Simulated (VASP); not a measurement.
**Geometry relaxation of Au (part 1 of 2)**

The run: geometry relaxation of Au (2 atoms in the cell). Method and program: Kohn-Sham DFT of a periodic cell, TPSS, VASP PAW PBE potentials, recommended, no spin polarisation (VASP 6.6.1).

The structure derives from an entry of the Crystallography Open Database.

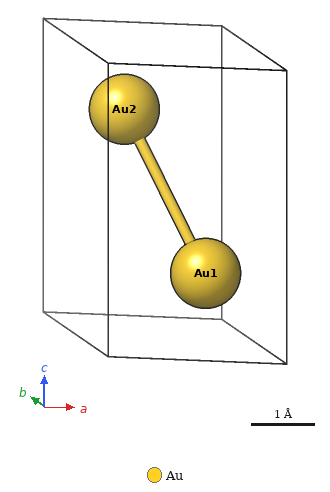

**Figure 1.** The starting structure (ball-and-stick view of the cell of the calculation, seen slightly off an axis; atoms are numbered from 1 in the order of the input). Near neighbours in the crystal (not all of them lie inside the picture): Au has 12 Au at 2.90 to 2.96 Å.

### INCAR
```
SYSTEM = Au
  PREC = Accurate
  ENCUT = 600
  EDIFF = 1E-6
  ISMEAR = 1
  SIGMA = 0.1
  LREAL = .False.
  LASPH = .True.
  NELM = 100
  ALGO = Normal
  ISIF = 3
  LWAVE = .False.
  LCHARG = .False.
  METAGGA = TPSS
  LMIXTAU = .True.
  IBRION = 2
  NSW = 60
  EDIFFG = -0.01
```

### KPOINTS
```
regular mesh
0
Gamma
  11 11 6
  0 0 0
```

### POSCAR
```
Au
1.0
    2.9000000000      0.0000000000      0.0000000000
   -1.4500000000      2.5114736710      0.0000000000
    0.0000000000      0.0000000000      4.8800000000
Au
2
Direct
    0.6666666667      0.3333333333      0.2500000000
    0.3333333333      0.6666666667      0.7500000000
```

Hardware: 1 thread of AMD EPYC 7571, 128 GiB of memory available, shared host.

Run as:
```bash
cat potpaw_PBE.64/Au/POTCAR > POTCAR
mpirun -np 1 vasp_std > vasp.out
```

### OSZICAR
```
N       E                     dE             d eps       ncg     rms          rms(c)
DAV:   1     0.150697549042E+03    0.15070E+03   -0.14149E+04  1920   0.179E+03
DAV:   2    -0.157627362171E+01   -0.15227E+03   -0.14667E+03  2144   0.359E+02
DAV:   3    -0.418669961294E+01   -0.26104E+01   -0.25854E+01  2501   0.546E+01
DAV:   4    -0.421105941949E+01   -0.24360E-01   -0.24355E-01  2376   0.520E+00
DAV:   5    -0.421149079927E+01   -0.43138E-03   -0.43138E-03  2585   0.718E-01    0.149E+01
DAV:   6    -0.730736350384E+01   -0.30959E+01   -0.12879E+01  1920   0.548E+01    0.757E+00
DAV:   7    -0.700603213743E+01    0.30133E+00   -0.18275E+00  2102   0.161E+01    0.426E+00
DAV:   8    -0.594655620735E+01    0.10595E+01   -0.33270E-01  2130   0.669E+00    0.754E+00
DAV:   9    -0.705456360438E+01   -0.11080E+01   -0.14077E+00  1976   0.134E+01    0.722E-01
DAV:  10    -0.705449332364E+01    0.70281E-04   -0.63698E-03  2410   0.814E-01    0.641E-01
DAV:  11    -0.705327977600E+01    0.12135E-02   -0.81671E-03  2109   0.100E+00    0.103E-01
DAV:  12    -0.705353147550E+01   -0.25170E-03   -0.27780E-04  2340   0.158E-01    0.652E-02
DAV:  13    -0.705345351662E+01    0.77959E-04   -0.73995E-05  2130   0.836E-02    0.338E-02
DAV:  14    -0.705346515864E+01   -0.11642E-04   -0.30287E-05  2137   0.625E-02    0.210E-02
DAV:  15    -0.705346066238E+01    0.44963E-05   -0.78923E-06  2186   0.327E-02    0.107E-02
DAV:  16    -0.705346548834E+01   -0.48260E-05   -0.31541E-06  1961   0.210E-02    0.554E-03
DAV:  17    -0.705346408547E+01    0.14029E-05   -0.33843E-07  1065   0.825E-03    0.388E-03
DAV:  18    -0.705346434850E+01   -0.26304E-06   -0.43598E-08  1065   0.252E-03
   1 F= -.70534643E+01 E0= -.70529303E+01  d E =-.705346E+01
       N       E                     dE             d eps       ncg     rms          rms(c)
DAV:   1    -0.741520583598E+01   -0.36174E+00   -0.69747E+00  1948   0.272E+01    0.372E+00
DAV:   2    -0.706390180963E+01    0.35130E+00   -0.77445E-01  1962   0.898E+00    0.138E+00
DAV:   3    -0.704954645457E+01    0.14355E-01   -0.56523E-02  2151   0.212E+00    0.980E-01
DAV:   4    -0.704271634728E+01    0.68301E-02   -0.13125E-02  2039   0.101E+00    0.762E-02
DAV:   5    -0.704928776987E+01   -0.65714E-02   -0.60837E-03  1955   0.828E-01    0.502E-02
DAV:   6    -0.704969999672E+01   -0.41223E-03   -0.24779E-04  2116   0.194E-01    0.145E-02
DAV:   7    -0.704964231001E+01    0.57687E-04   -0.11694E-04  2018   0.136E-01    0.162E-02
DAV:   8    -0.704970573909E+01   -0.63429E-04   -0.46721E-05  1948   0.865E-02    0.250E-03
DAV:   9    -0.704970631476E+01   -0.57567E-06   -0.28800E-07  1478   0.555E-03
   2 F= -.70497063E+01 E0= -.70492417E+01  d E =0.375803E-02
       N       E                     dE             d eps       ncg     rms          rms(c)
DAV:   1    -0.717107812739E+01   -0.12137E+00   -0.21979E+00  1941   0.153E+01    0.207E+00
DAV:   2    -0.706400239637E+01    0.10708E+00   -0.23086E-01  2011   0.496E+00    0.933E-01
DAV:   3    -0.705884752269E+01    0.51549E-02   -0.17878E-02  2116   0.122E+00    0.672E-01
DAV:   4    -0.705679733570E+01    0.20502E-02   -0.28141E-03  2025   0.496E-01    0.116E-01
DAV:   5    -0.705866600334E+01   -0.18687E-02   -0.11725E-03  1927   0.385E-01    0.161E-02
DAV:   6    -0.705870220188E+01   -0.36199E-04   -0.76141E-05  2074   0.110E-01    0.122E-02
DAV:   7    -0.705870674809E+01   -0.45462E-05   -0.44030E-05  1976   0.856E-02    0.507E-03
DAV:   8    -0.705871756749E+01   -0.10819E-04   -0.72621E-06  1955   0.341E-02    0.123E-03
DAV:   9    -0.705871765494E+01   -0.87447E-07   -0.19573E-07  1072   0.503E-03
   3 F= -.70587177E+01 E0= -.70582605E+01  d E =-.525331E-02
       N       E                     dE             d eps       ncg     rms          rms(c)
DAV:   1    -0.706438137593E+01   -0.56638E-02   -0.26602E-01  2116   0.426E+00    0.334E-01
DAV:   2    -0.706070964971E+01    0.36717E-02   -0.20768E-03  2081   0.487E-01    0.166E-01
DAV:   3    -0.705953809688E+01    0.11716E-02   -0.26117E-03  2074   0.454E-01    0.345E-02
DAV:   4    -0.705961816510E+01   -0.80068E-04   -0.33952E-04  2053   0.195E-01    0.323E-02
DAV:   5    -0.705974628917E+01   -0.12812E-03   -0.23105E-05  2060   0.682E-02    0.230E-02
DAV:   6    -0.705976400919E+01   -0.17720E-04   -0.12630E-05  2018   0.405E-02    0.595E-03
DAV:   7    -0.705976395124E+01    0.57953E-07   -0.33083E-06  1941   0.225E-02
   4 F= -.70597640E+01 E0= -.70594572E+01  d E =-.104630E-02
       N       E                     dE             d eps       ncg     rms          rms(c)
DAV:   1    -0.706271132219E+01   -0.29473E-02   -0.15617E-01  2109   0.326E+00    0.256E-01
DAV:   2    -0.706055767977E+01    0.21536E-02   -0.12059E-03  2074   0.372E-01    0.128E-01
DAV:   3    -0.705986240967E+01    0.69527E-03   -0.15566E-03  2067   0.351E-01    0.265E-02
DAV:   4    -0.705991292975E+01   -0.50520E-04   -0.20114E-04  2046   0.150E-01    0.249E-02
DAV:   5    -0.705998753804E+01   -0.74608E-04   -0.13613E-05  2088   0.523E-02    0.179E-02
DAV:   6    -0.705999819082E+01   -0.10653E-04   -0.70556E-06  2018   0.303E-02    0.502E-03
DAV:   7    -0.705999799819E+01    0.19263E-06   -0.19181E-06  1783   0.171E-02
   5 F= -.70599980E+01 E0= -.70598304E+01  d E =-.128034E-02
```

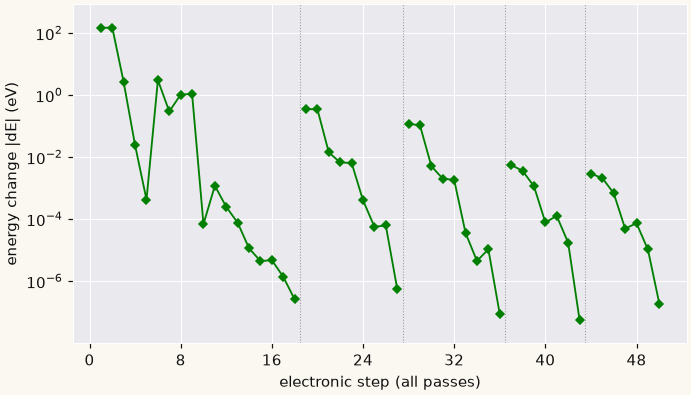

**Figure 2.** Convergence of the self-consistent field: energy change |dE| against the electronic step. Each stretch between dotted lines is the SCF of one geometry step of a relaxation. The 5 ionic steps take 7 to 18 electronic steps each. The density is held fixed in the first few steps, and dE rises again when its update begins.

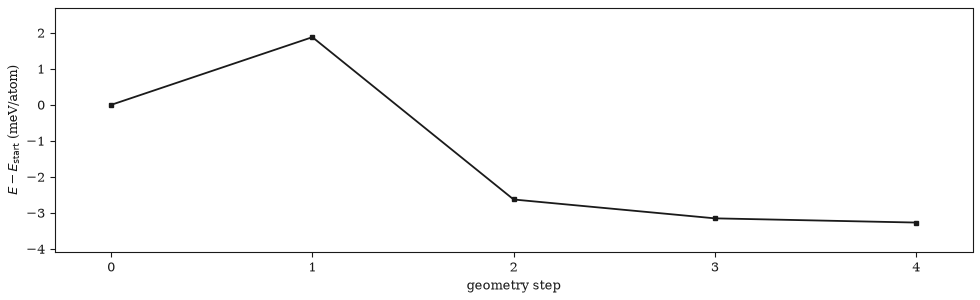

**Figure 3.** Progress of the relaxation, step by step (steps are counted from 0).

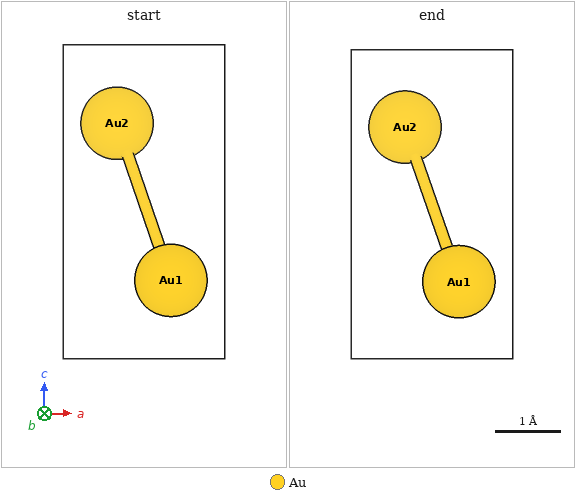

**Figure 4.** Before (left) and after (right) the relaxation, at one scale (ball-and-stick view of the cell of the calculation, along the b axis). Over 4 geometry steps the energy falls by 3.3 meV per atom. All forces vanish by symmetry, so only the cell relaxes. No atom moves by more than 0.005 Å relative to the cell. The drawn cell changes as follows: a = b 2.900 → 2.899 Å (0.0 %), c 4.880 → 4.801 Å (−1.6 %); the volume changes by −1.7 %. Among the contacts that change: Au1–Au2 2.959 → 2.926 Å. The space group stays P6_3/mmc (No. 194). (Atoms are counted from 1 in the order of the input.)

### Parts of OUTCAR
```
SYSTEM = Au
   PREC = Accurate
   ENCUT = 600
   EDIFF = 1E-6
   ISMEAR = 1
   LREAL = .False.
   LASPH = .True.
   NELM = 100
   ISIF = 3
   METAGGA = TPSS
   IBRION = 2
   NSW = 60
   EDIFFG = -0.01

 ion  position               nearest neighbor table
   1  0.667  0.333  0.250-   2 2.96   2 2.96   2 2.96   2 2.96   2 2.96   2 2.96
   2  0.333  0.667  0.750-   1 2.96   1 2.96   1 2.96   1 2.96   1 2.96   1 2.96

  LATTYP: Found a hexagonal cell.
 ALAT       =     2.9000000000
 C/A-ratio  =     1.6827586207

  Lattice vectors:

 A1 = (   2.9000000000,   0.0000000000,   0.0000000000)
 A2 = (  -1.4500000000,   2.5114736710,   0.0000000000)
 A3 = (   0.0000000000,   0.0000000000,   4.8800000000)

Analysis of symmetry for initial positions (statically):
=====================================================================
 Subroutine PRICEL returns:
 Original cell was already a primitive cell.

 Routine SETGRP: Setting up the symmetry group for a
 hexagonal supercell.

 Subroutine GETGRP returns: Found 24 space group operations
 (whereof 12 operations were pure point group operations)
 out of a pool of 24 trial point group operations.

The static configuration has the point symmetry D_3d.
 The point group associated with its full space group is D_6h.

Analysis of symmetry for dynamics (positions and initial velocities):
=====================================================================
 Subroutine PRICEL returns:
 Original cell was already a primitive cell.

 Routine SETGRP: Setting up the symmetry group for a
 hexagonal supercell.

 Subroutine GETGRP returns: Found 24 space group operations
 (whereof 12 operations were pure point group operations)
 out of a pool of 24 trial point group operations.

The dynamic configuration has the point symmetry D_3d.
 The point group associated with its full space group is D_6h.

 Subroutine INISYM returns: Found 24 space group operations
 (whereof 12 operations are pure point group operations),
 and found     1 'primitive' translations

----------------------------------------------------------------------------------------

                                     Primitive cell

  volume of cell :      35.5424

  direct lattice vectors                    reciprocal lattice vectors
     2.900000000  0.000000000  0.000000000     0.344827586  0.199086300  0.000000000
    -1.450000000  2.511473671  0.000000000     0.000000000  0.398172599  0.000000000
     0.000000000  0.000000000  4.880000000     0.000000000  0.000000000  0.204918033

  length of vectors
     2.900000000  2.900000000  4.880000000     0.398172599  0.398172599  0.204918033

  position of ions in fractional coordinates (direct lattice)
     0.666666667  0.333333333  0.250000000
     0.333333333  0.666666667  0.750000000

  ion indices of the primitive-cell ions
   primitive index   ion index
                 1           1
                 2           2

----------------------------------------------------------------------------------------

 KPOINTS: regular mesh

Automatic generation of k-mesh.
 Grid dimensions read from file:
 generate k-points for:   11   11    6

 Generating k-lattice:

  Cartesian coordinates                     Fractional coordinates (reciprocal lattice)
     0.031347962  0.018098755  0.000000000     0.090909091  0.000000000  0.000000000
     0.000000000  0.036197509  0.000000000     0.000000000  0.090909091  0.000000000
     0.000000000  0.000000000  0.034153005     0.000000000  0.000000000  0.166666667

  Length of vectors
     0.036197509  0.036197509  0.034153005

  Shift w.r.t. Gamma in fractional coordinates (k-lattice)
     0.000000000  0.000000000  0.000000000

 Subroutine IBZKPT returns following result:
 ===========================================

 Found     64 irreducible k-points:

 Following reciprocal coordinates:
            Coordinates               Weight
  0.000000  0.000000  0.000000      1.000000
  0.090909 -0.000000  0.000000      6.000000
  0.181818 -0.000000  0.000000      6.000000
  0.272727 -0.000000  0.000000      6.000000
  0.363636 -0.000000  0.000000      6.000000
  0.454545  0.000000  0.000000      6.000000
  0.090909  0.090909  0.000000      6.000000
  0.181818  0.090909  0.000000     12.000000
  0.272727  0.090909  0.000000     12.000000
  0.363636  0.090909  0.000000     12.000000
  0.454545  0.090909  0.000000      6.000000
  0.181818  0.181818  0.000000      6.000000
  0.272727  0.181818  0.000000     12.000000
  0.363636  0.181818  0.000000     12.000000
  0.272727  0.272727  0.000000      6.000000
  0.363636  0.272727  0.000000      6.000000
  0.000000  0.000000  0.166667      2.000000
  0.090909 -0.000000  0.166667     12.000000
  0.181818 -0.000000  0.166667     12.000000
  0.272727 -0.000000  0.166667     12.000000
  0.363636 -0.000000  0.166667     12.000000
  0.454545  0.000000  0.166667     12.000000
  0.090909  0.090909  0.166667     12.000000
  0.181818  0.090909  0.166667     24.000000
 [... further k-points ...]
   k-points           NKPTS =     64   k-points in BZ     NKDIM =     64   number of bands    NBANDS=     15
   number of dos      NEDOS =    301   number of ions     NIONS =      2
   total plane-waves  NPLWV =  23040
   dimension x,y,z NGX =    24 NGY =   24 NGZ =   40
   dimension x,y,z NGXF=    48 NGYF=   48 NGZF=   80
   ions per type =               2
   NGX,Y,Z   is equivalent  to a cutoff of  13.76, 13.76, 13.63 a.u.
   NGXF,Y,Z  is equivalent  to a cutoff of  27.52, 27.52, 27.25 a.u.
 SYSTEM =  Au
   PREC   = accura    normal or accurate (medium, high low for compatibility)
   ISTART =      0    job   : 0-new  1-cont  2-samecut
   ICHARG =      2    charge: 1-file 2-atom 10-const
   ISPIN  =      1    spin polarized calculation?
   LNONCOLLINEAR =      F non collinear calculations
   LSORBIT =      F    spin-orbit coupling
   LASPH  =      T    aspherical Exc in radial PAW
   ENCUT  =  600.0 eV  44.10 Ry    6.64 a.u.   5.79  5.79  9.75*2*pi/ulx,y,z
   NELM   =    100;   NELMIN=  2; NELMDL= -5     # of ELM steps
   EDIFF  = 0.1E-05   stopping-criterion for ELM
   LREAL  =      F    real-space projection
   EDIFFG = -.1E-01   stopping-criterion for IOM
   NSW    =     60    number of steps for IOM
   IBRION =      2    ionic relax: 0-MD 1-quasi-New 2-CG
   NFREE  =      1    steps in history (QN), initial steepest desc. (CG)
   ISIF   =      3    stress and relaxation
   ISYM   =      2    0-nonsym 1-usesym 2-fastsym
   POTIM  = 0.5000    time-step for ionic-motion
   TEBEG  =    0.0;   TEEND  =   0.0 temperature during run
   PSTRESS=    0.0 pullay stress
   NELECT =      22.0000    total number of electrons
   NUPDOWN=      -1.0000    fix difference up-down
   EMIN   =  10.00;   EMAX   =-10.00  energy-range for DOS
   EFERMI =   0.00;   METHOD = LEGACY
   ISMEAR =     1;   SIGMA  =   0.10  broadening in eV -4-tet -1-fermi 0-gaus
   EFERMI_NEDOS =   21; number of points for ismear=-14 and -15
   IALGO  =     38    algorithm
   IMIX   =      4    mixing-type and parameters
     AMIX     =   0.40;   BMIX     =  1.00
     AMIX_MAG =   1.60;   BMIX_MAG =  1.00
  volume/ion in A,a.u.               =      17.77       119.93
  Fermi-wavevector in a.u.,A,eV,Ry     =   1.395191  2.636528 26.484517  1.946557
  Thomas-Fermi vector in A             =   2.518667
   LORBIT       =      0    0 simple, 1 ext, 2 COOP (PROOUT), +10 PAW based schemes
   METAGGA = TPSS    functional components
   LHFCALC =     F    Hartree Fock is set to
   AEXX    =    0.0000 exact exchange contribution
   IVDW    =     0    specifies the selected vdW correction
   LEPSILON=     F    determine dielectric tensor
   LRPA    =     F    only Hartree local field effects (RPA)
 conjugate gradient relaxation of ions
 non-spin polarized calculation
 Methfessel and Paxton  Order N= 1 SIGMA  =   0.10
  energy-cutoff  :      600.00
  volume of cell :       35.54
 maximum number of plane-waves:      1198
 NGX is ok and might be reduce to    24
   NGX = 11   NGY = 11   NGZ = 19

--------------------------------------- Ionic step        1  -------------------------------------------

 number of electron      22.0000001 magnetization

 Free energy of the ion-electron system (eV)
  ---------------------------------------------------
  ext. energy  EPLUGINS =         0.00000000
  ---------------------------------------------------
  free energy    TOTEN  =        -7.05346435 eV

  energy without entropy =       -7.05186214  energy(sigma->0) =       -7.05293028

------------------------ aborting loop because EDIFF is reached ----------------------------------------
```
